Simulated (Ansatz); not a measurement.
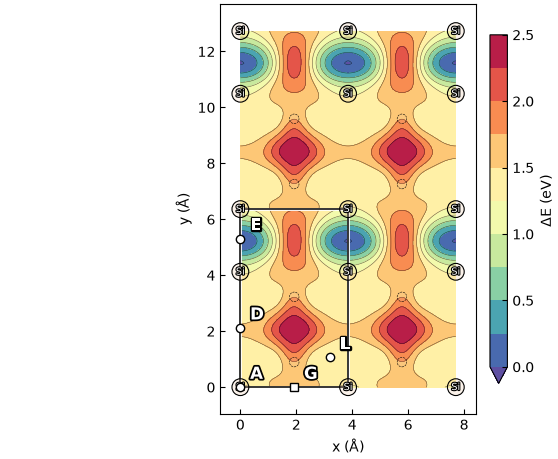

S on a Si(100) slab cut from the P6_3/mmc phase, its upper half relaxed before the scan (16 atoms of substrate and one adsorbate in a 2 × 1 cell). S is moved over the surface cell; relaxed at each place: the height of the adsorbate's atoms; substrate rigid; the origin of the map has the adsorbate above Si13. Places are given modulo a cell vector. The map is drawn in real space over the plane of the surface. The grid has 6 × 6 points; 24 points were computed and 12 follow by symmetry. Places are given in fractions of the 1 × 1 surface cell. Energies: eV, counted from the lowest grid point. Method: Ansatz 0.2.0, DFT PBE, scalar-relativistic, plane waves, PAW. Settings: cutoff 420 eV, k-mesh 4×4×1, gaussian smearing 0.05 eV, spin-polarised.

Drawn: filled contours, labelled circles for the atoms of the top layer and small ones for the second layer, the outline of one cell of the 2 × 2 shown, lettered points. Between grid points the surface is interpolated.

### Is L the lowest point of the computed grid?

No. L lies 1.36 eV above the lowest grid point, which is at (0/6, 5/6) of the cell vectors [nearest 2 Si at 2.18 Å].

### What kind of point is each of D, E, L: minimum, saddle, maximum or slope?

D: saddle point; E: minimum; L: saddle point. (In these two coordinates alone; a stationary point may lie a little off the grid point.)

PAW datasets: the set soft_1.
